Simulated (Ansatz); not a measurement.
**SnO: single-point calculation**

SnO (slab, 8 atoms in the cell), computed with DFT PBE+D3(BJ), scalar-relativistic, plane waves, PAW, PAW set soft_1, no spin polarisation (Ansatz 0.2.0).

The structure derives from a Materials Project entry.

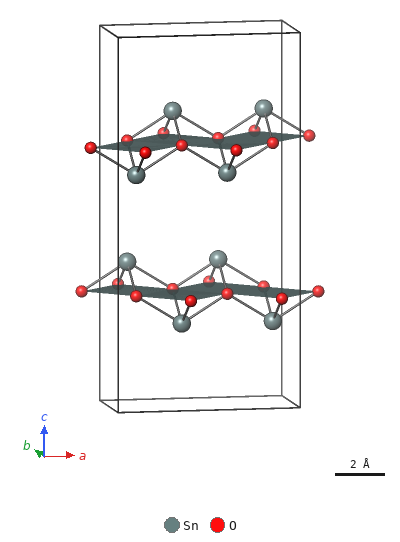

Fig. 1: The structure (polyhedral view of the 2 × 1 repeat of the cell, with the vacuum cut short, seen slightly off an axis; polyhedra are completed across the faces of the cell). An atom can appear more than once, as a periodic image.

Input file:
```yaml
crystal:
  lattice:
    - [3.8201630995, 0.0, 0.0]
    - [0.0, 3.8201630995, 0.0]
    - [0.0, 0.0, 22.2260821294]
  atoms:
    - { symbol: Sn, position: [0.75, 0.25, 0.2024648327] }
    - { symbol: O, position: [0.25, 0.25, 0.2556240231] }
    - { symbol: O, position: [0.75, 0.75, 0.2556240231] }
    - { symbol: Sn, position: [0.25, 0.75, 0.3087832136] }
    - { symbol: Sn, position: [0.25, 1.25, 0.482003126] }
    - { symbol: O, position: [-0.25, 1.25, 0.5351623164] }
    - { symbol: O, position: [0.25, 1.75, 0.5351623164] }
    - { symbol: Sn, position: [-0.25, 1.75, 0.5883215068] }
basis:
  ecutwfc: 420
kpoints:
  mp_grid: { grid: [7, 7, 1] }
hamiltonian:
  xc: pbe
  pseudopotentials: { kind: paw, azcp: { folder: soft_1 } }
  dispersion: d3bj
scf:
  occupations: { method: gaussian, width: 0.05 }
output:
  forces: true
  eigenvalues: true
  write_density: true
  write_potential: true
  elf: true
  volumetric_format: npy
efield:
  axis: 3
  dipole_correction: true
  ramp_width: 0.04
```

Machine: 2 threads of Arm Neoverse N1, 98 GiB of memory available, shared host.

Launch command:
```bash
ansatz run input.yaml --threads 2 --pin off --max-ram 6144MiB --backend cpu --events-out ev --progress --plain --runs-dir out
```

Log:
```
Engine: ansatz 0.2.0, aarch64-unknown-linux-gnu
Pseudopotentials: kind: paw
Pseudopotential: Sn, paw, valence charge 14, recommended cutoff 420 eV (normal), [file]
Pseudopotential: O, paw, valence charge 6, recommended cutoff 420 eV (normal), [file]
Functional definition: PBE
  parameter kappa = 0.804
  parameter beta = 0.06672455060314922
  exchange = pbe_x(kappa = kappa, mu = beta*pi^2/3)
  correlation = pbe_c(beta = beta)
Crystal: 8 atoms, lattice volume = 324.360 Å³
Basis set: ecut = 420 eV, 6355 PW (Γ), exchange–correlation on 54×54×300 points (8 copies of the dense FFT grid, shifted against one another)
Bands: 48, of which v1, the nominal top of the filled ones, is band 40 counted from 1 (39 counted from 0)
Symmetry: 4 space group operations
k-points: 16 of 49
Non-local potential: Sn, projectors of the file, l = 0: 2, l = 1: 2, l = 2: 2, l = 3: 1
Non-local potential: O, projectors of the file, l = 0: 2, l = 1: 2, l = 2: 1
PAW form: soft (Blöchl's): semilocal exchange-correlation on the pseudo side does not see the compensation charge
PAW one-centre angular grid: Sn, 590 points (default); XC on 64 Gauss nodes
PAW one-centre angular grid: O, 110 points (default); XC on 64 Gauss nodes
Initial density: superposition of atomic densities (neutral atoms: chi_scale 0, normalization atom)
Initial wavefunctions: pseudopotential atomic-orbital guess
Functional: x = pbe(κ = 0.804, μ = 0.2195149727645171), c = pbe(β = 0.06672455060314922)
SCF iter   1: F=—  HF=-26376.233786 eV  |F-HF|=—  |Δ(HF+E_count)|=         —  Δρ=9.25e-2  dr2=3.29e1  ethr=3.10e-3  p=0.000 e·Å  D=2.56e-7 V/Å  ΔV_dip=-0.00 eV  dr2_dipole=1.02e-9  V_vac-E_F(+/−)=5.82/5.82 eV  ⟨swp⟩=6.9  Hψ=2960  notcnv=0
efield: sawtooth ramp at fractional position 0.8754 (placed from the atoms, in the widest stretch of the axis that holds none; the zero of the levels goes with the place), width 0.0400; the density the first Hamiltonian is built on has a dipole p = 0.000 e·Å; the dipole correction subtracts the counter field D = 2.56e-7 V/Å, which shifts the + side's vacuum level by -0.00 eV against the − side's; the planar-averaged density in the ramp window peaks in size at 2.8e-6 e/Å³
preconditioner: auto → Resta (q_TF=auto, 2.161 Å⁻¹)  ε∞=2.0  [insulator: Δε(μ)=3.083 eV  Ē_g=18.174 eV  σ=0.050 eV  W_gap=1.00  n_scr=50 (ndim 8)  ℏωp=18.4 eV  f_vac=0.460  D(μ)=0.00/eV (n_scr^D=0)  ε∞_Penn≈2.0  vacuum switching on, ρ_ref=2.4e-2 e/Å³]
SCF iter   2: F=—  HF=-26370.140699 eV  |F-HF|=—  |Δ(HF+E_count)|=    6.09e0  Δρ=6.50e-2  dr2=1.01e1  ethr=3.10e-3  p=-0.000 e·Å  D=-1.04e-5 V/Å  ΔV_dip=0.00 eV  dr2_dipole=1.57e-9  V_vac-E_F(+/−)=3.13/3.13 eV  ⟨swp⟩=4.8  Hψ=2047  notcnv=0  defer=48
SCF iter   3: F=—  HF=-26368.229775 eV  |F-HF|=—  |Δ(HF+E_count)|=    1.91e0  Δρ=1.42e-2  dr2=6.11e-1  ethr=3.10e-3  p=-0.000 e·Å  D=-6.94e-7 V/Å  ΔV_dip=0.00 eV  dr2_dipole=5.07e-10  V_vac-E_F(+/−)=4.23/4.23 eV  ⟨swp⟩=3.1  Hψ=1368  notcnv=0  defer=52
SCF iter   4: F=—  HF=-26368.178262 eV  |F-HF|=—  |Δ(HF+E_count)|=   5.15e-2  Δρ=5.60e-3  dr2=1.79e-1  ethr=7.64e-4  p=0.000 e·Å  D=3.72e-5 V/Å  ΔV_dip=-0.00 eV  dr2_dipole=2.80e-8  V_vac-E_F(+/−)=3.58/3.58 eV  ⟨swp⟩=2.8  Hψ=1153  notcnv=0  defer=54
SCF iter   5: F=—  HF=-26368.147109 eV  |F-HF|=—  |Δ(HF+E_count)|=   3.12e-2  Δρ=1.95e-3  dr2=2.05e-2  ethr=2.24e-4  p=-0.000 e·Å  D=-1.47e-5 V/Å  ΔV_dip=0.00 eV  dr2_dipole=1.60e-8  V_vac-E_F(+/−)=3.89/3.89 eV  ⟨swp⟩=2.9  Hψ=1015  notcnv=0  defer=54
SCF iter   6: F=—  HF=-26368.143404 eV  |F-HF|=—  |Δ(HF+E_count)|=   3.71e-3  Δρ=4.12e-4  dr2=1.72e-3  ethr=2.56e-5  p=0.000 e·Å  D=3.55e-5 V/Å  ΔV_dip=-0.00 eV  dr2_dipole=4.24e-8  V_vac-E_F(+/−)=3.88/3.88 eV  ⟨swp⟩=2.2  Hψ=1018  notcnv=0  defer=54
SCF iter   7: F=—  HF=-26368.143435 eV  |F-HF|=—  |Δ(HF+E_count)|=   3.16e-5  Δρ=3.64e-4  dr2=6.71e-4  ethr=2.15e-6  p=-0.000 e·Å  D=-3.36e-5 V/Å  ΔV_dip=0.00 eV  dr2_dipole=4.15e-8  V_vac-E_F(+/−)=3.95/3.95 eV  ⟨swp⟩=3.1  Hψ=1470  notcnv=0  defer=54
SCF iter   8: F=—  HF=-26368.143302 eV  |F-HF|=—  |Δ(HF+E_count)|=   1.33e-4  Δρ=1.34e-4  dr2=5.26e-5  ethr=8.38e-7  p=0.000 e·Å  D=5.21e-5 V/Å  ΔV_dip=-0.00 eV  dr2_dipole=8.83e-8  V_vac-E_F(+/−)=3.93/3.93 eV  ⟨swp⟩=2.0  Hψ=956  notcnv=0  defer=54
SCF iter   9: F=—  HF=-26368.143118 eV  |F-HF|=—  |Δ(HF+E_count)|=   1.85e-4  Δρ=6.18e-5  dr2=1.79e-5  ethr=6.58e-8  p=0.000 e·Å  D=1.81e-6 V/Å  ΔV_dip=-0.00 eV  dr2_dipole=9.28e-11  V_vac-E_F(+/−)=3.93/3.93 eV  ⟨swp⟩=2.1  Hψ=1069  notcnv=0  defer=54
SCF iter  10: F=—  HF=-26368.143115 eV  |F-HF|=—  |Δ(HF+E_count)|=   2.58e-6  Δρ=1.42e-5  dr2=9.08e-7  ethr=2.23e-8  p=-0.000 e·Å  D=-3.91e-6 V/Å  ΔV_dip=0.00 eV  dr2_dipole=4.35e-10  V_vac-E_F(+/−)=3.93/3.93 eV  ⟨swp⟩=2.0  Hψ=936  notcnv=0  defer=54
SCF iter  11: F=-26368.143115 eV  HF=-26368.143115 eV  |F-HF|=1.04e-8  |Δ(HF+E_count)|=   3.80e-8  Δρ=2.10e-6  dr2=1.63e-8  ethr=1.25e-10  p=0.000 e·Å  D=8.43e-6 V/Å  ΔV_dip=-0.00 eV  dr2_dipole=1.99e-9  V_vac-E_F(+/−)=3.93/3.93 eV  ⟨swp⟩=19.2  Hψ=7562  notcnv=0
SCF 1 converged in 11 iterations: F = -26368.143115 eV  dr2 = 1.63e-8
  greatest PAW one-centre occupation: 0.993 electrons in one spin orbital (limit 2), on the Sn atom at site 3 (counted from 0), in its partial waves of l = 2
```

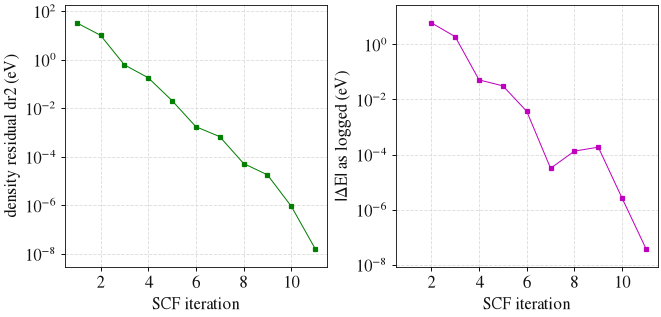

Fig. 2: Convergence of the self-consistent field: density residual dr2 and size of the energy change against the SCF iteration. The residual falls at every step.

```
WARN: The output density's exchange-correlation potential varies sharply where the density is thin. Do not read a vacuum level from v_tot or v_xc, or from such a field of the output density. On a cell that repeats whose density bears no net charge and no dipole along the vacuum's axis use v_es (v_loc + v_h of the components); under efield.dipole_correction with no amplitude use v_es + v_field, which holds any external_charges[].barrier, or the levels of the report's work_function block, which leave it out; under a non-zero efield.amplitude the vacuum is tilted and has no level; on a cell that repeats and bears such a dipole with no correction it is tilted too, and efield.dipole_correction with no amplitude gives each side of its ramp a level where efield: is served; in a cell that repeats whose density bears a net charge (total_charge, or a fill off its count) it is curved and has none; of a slab under crystal.periodic whose density bears no net charge use v_es, which has a level on each side, short of where the two are joined; of another it falls or rises all the way out and has none; of a slab beside external_charges read slab_vacuum_level instead, which it has where they leave it neutral. The grid or the basis barely resolves most such structure, and the values can differ between equally converged runs; as a rule a tighter scf.convergence.dr2_threshold does not remove it. Where the density itself ripples (under the LDA too) a higher basis.ecutwfc lessens it. The files hold the spikes' plane waves up to the density's cutoff. Files: v_tot_of_output_density and the like, and their columns of v_z.tsv (output.write_potential); v_xc_of_output_density and the like, and their columns of v_comp_z.tsv (output.write_potential_components). Measured: with its Gaussian average of σ = 0.25 Å subtracted twice, the exchange-correlation potential is over 0.1 eV at 18 of the grid points where the equally averaged density (valence and model cores) is under 1e-3 e/Å³, and 0.153 eV at the most among them, at an averaged density of 9.3e-8 e/Å³. The input density's (outcome.potential() and, of a run that writes arrays, v_tot and v_xc) is over 0.1 eV, so measured, at 16 points of its own thin density, 0.194 eV at the most. See output.write_potential in the manual, Limitations
SCF converged after 11 iterations
Free energy (F): -26368.143115 eV
Harris-Foulkes:  -26368.143115 eV  (|F-HF|=1.04e-8)
Internal energy: -26368.143115 eV  (E = F + TS)
E sigma→0 (E₀):  -26368.143115 eV
Fermi energy:    2.227567 eV
Dipole field:    D = -0.000039 V/Å  (p = -0.000069 e·Å, saw-weighted, corrected)
Work function:   Φ+ = 3.9330 eV   Φ− = 3.9321 eV
Levels:          The Fermi level and band energies are counted from a zero that moves with the ramp; work functions are not
--- Per-component energies (eV) ---
  E_band       = -990.618860
  E_kinetic    = 1341.938396
  E_local      = -43094.211684  (includes V_loc(G=0)·N_el)
  E_nonlocal   = 790.025091
  E_hartree    = 21059.184517
  E_xc         = -788.183945
  E_vxc        = -683.546051  (∫ρ·V_xc dr)
  E_paw        = -18126.178219  (= ΣΔE_a)
  E_vpaw       = -1463.203116  (= ΣTr[D̂ρ^β])
  E_aug_tail   = 0.004186  (compensation charges beyond the density's cutoff)
  E_efield     = 0.000000  (sawtooth field / dipole correction)
  E_vefield    = 0.000000  (∫n·V_field dr)
  E_ewald      = 12450.548208
  E_disp       = -1.269665  (pairwise vdW)
  E_smearing   = -0.000000  (= −TS)
  E_closure    = 0.000000  (closes the sum)
  Σ components = -26368.143115   (vs F -26368.143115, Δ=0.00e0)
--- Forces (eV/Å), atoms counted from 1 ---
  atom   1  Sn     0.00000000     0.00000000     0.02075647
  atom   2  O      0.00000000     0.00000000     0.00796200
  atom   3  O      0.00000000     0.00000000     0.01127512
  atom   4  Sn     0.00000000     0.00000000     0.00479130
  atom   5  Sn     0.00000000     0.00000000    -0.00491322
  atom   6  O      0.00000000     0.00000000    -0.01118711
  atom   7  O      0.00000000     0.00000000    -0.00787331
  atom   8  Sn     0.00000000     0.00000000    -0.02079821
  max |Σ_I F_I| component: 1.31e-5 eV/Å
--- Band table (eV; the first three rows and the last of 16) ---
  k-point 0: bands = ["-19.8181", "-19.8179", "-19.4589", "-19.4588", "-19.4166", "-19.4162", "-19.4157", "-19.4143", "-19.4058", "-19.4056", "-19.3734", "-19.3732", "-19.3703", "-19.3687", "-19.3413", "-19.3397", "-19.3350", "-19.3346", "-19.3341", "-19.3325", "-17.8826", "-17.8814", "-15.3835", "-15.3832", "-6.2224", "-6.0694", "-3.8834", "-3.8828", "-3.8785", "-3.8782", "-3.2406", "-2.7208", "-1.3029", "-1.3027", "-0.8959", "-0.8949", "-0.8934", "-0.8930", "0.3542", "1.0888", "3.6269", "3.9429", "3.9479", "5.1005", "5.9194", "6.1946", "6.2059", "6.3872"]
  k-point 1: bands = ["-19.8087", "-19.8085", "-19.4591", "-19.4588", "-19.4190", "-19.4184", "-19.4152", "-19.4143", "-19.4100", "-19.4098", "-19.3999", "-19.3989", "-19.3708", "-19.3706", "-19.3635", "-19.3625", "-19.3354", "-19.3347", "-19.3260", "-19.3258", "-17.7206", "-17.7194", "-15.4789", "-15.4787", "-6.1610", "-6.0277", "-3.8863", "-3.8728", "-3.7558", "-3.7518", "-3.4068", "-3.0699", "-1.5448", "-1.5101", "-1.0717", "-1.0703", "-0.9597", "-0.7686", "0.4217", "1.1044", "4.1114", "4.3460", "4.3556", "5.1609", "5.7157", "5.7420", "6.1820", "6.3886"]
  k-point 2: bands = ["-19.7827", "-19.7823", "-19.5507", "-19.5506", "-19.4245", "-19.4244", "-19.4191", "-19.4189", "-19.4145", "-19.4139", "-19.4116", "-19.4112", "-19.3637", "-19.3631", "-19.3462", "-19.3459", "-19.3379", "-19.3376", "-19.3222", "-19.3218", "-17.3099", "-17.3086", "-15.7660", "-15.7656", "-5.9636", "-5.8764", "-4.0521", "-3.9442", "-3.7287", "-3.6920", "-3.3911", "-3.3881", "-1.9390", "-1.9270", "-1.5457", "-1.5449", "-0.9031", "-0.4648", "0.5177", "0.9808", "4.2273", "4.6799", "4.7669", "4.8470", "5.3401", "5.7362", "6.3861", "6.5607"]
  k-point 15: bands = ["-19.7532", "-19.7530", "-19.7388", "-19.7387", "-19.4266", "-19.4263", "-19.4238", "-19.4236", "-19.3940", "-19.3938", "-19.3909", "-19.3908", "-19.3308", "-19.3301", "-19.3275", "-19.3274", "-19.3145", "-19.3142", "-19.3127", "-19.3124", "-16.3335", "-16.3330", "-16.2035", "-16.2033", "-6.6406", "-6.6349", "-6.5082", "-6.5024", "-3.2679", "-3.2289", "-3.0189", "-3.0187", "-0.5098", "-0.5090", "-0.2760", "-0.2758", "-0.2064", "0.0365", "0.1475", "0.2343", "3.6767", "3.8427", "4.0783", "4.0949", "5.6046", "5.8225", "5.9756", "6.0386"]
```

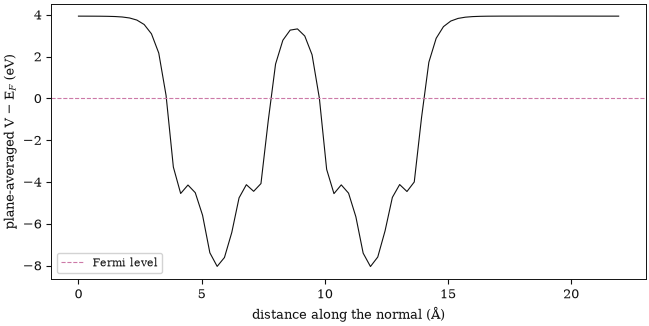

Fig. 3: Plane average of the electrostatic potential energy of an electron across the cell, from the Fermi level. The vacuum level lies 3.93 eV above the Fermi level.

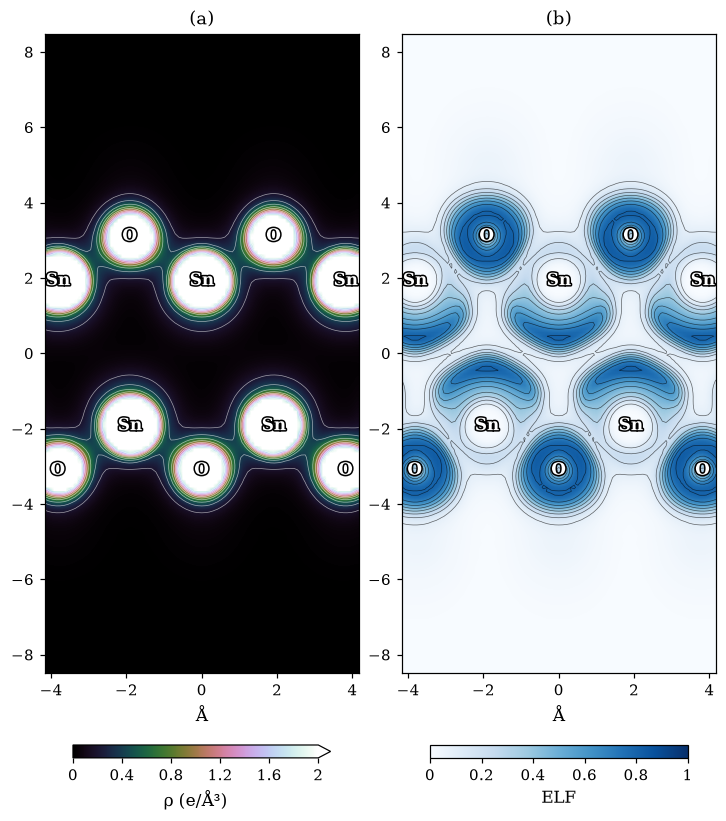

Fig. 4: (a) valence charge density (pseudo); (b) electron localisation function on the (100) plane of the calculation cell, a cut from vacuum to vacuum. The section cuts through O and Sn sites. Sn–O (2.25 Å): ρ is about 0.44 e/Å³ halfway; the ELF is about 0.20 at the midpoint. The density dies away to nearly zero in the vacuum. Core electrons are frozen (PAW), so the fields are smoothed inside the atomic spheres.

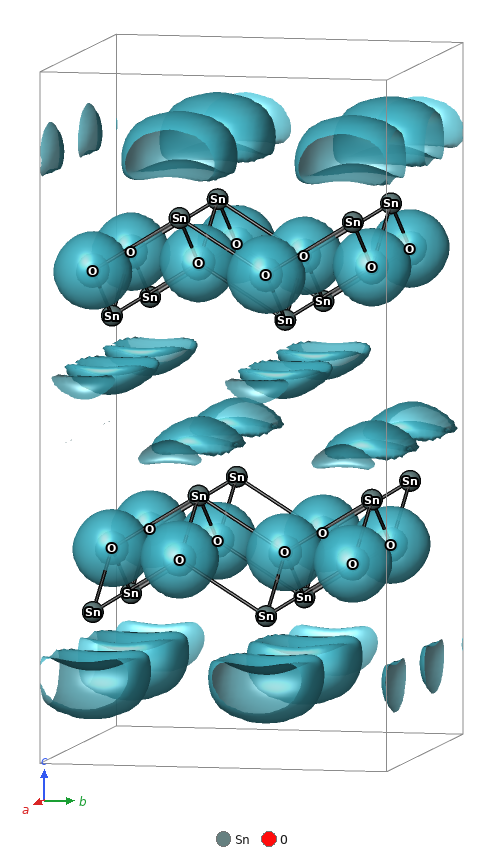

Fig. 5: Isosurface of the ELF at 0.7 (cyan), seen slightly off an axis. Only the valence region is drawn (cores and ρ < 0.01 e/Å³ removed). Sticks mark near contacts. Profiles from the grid: Sn–O (2.25 Å): the ELF is about 0.20 at the midpoint.

Summary:

```csv
quantity,value
outcome,converged
electrons treated,80
free energy,−26368.1431 eV
"work function, top face",3.93 eV
"work function, bottom face",3.93 eV
Fermi energy,2.228 eV
gap on the k-point mesh,2.19 eV
work function (upper face),3.93 eV
largest force (length of the vector),0.021 eV/Å
wall time,32 s (CPU time 63 s)
peak memory,0.57 GiB
```

Warnings of the run: the exchange-correlation potential is rough where the density is thin.
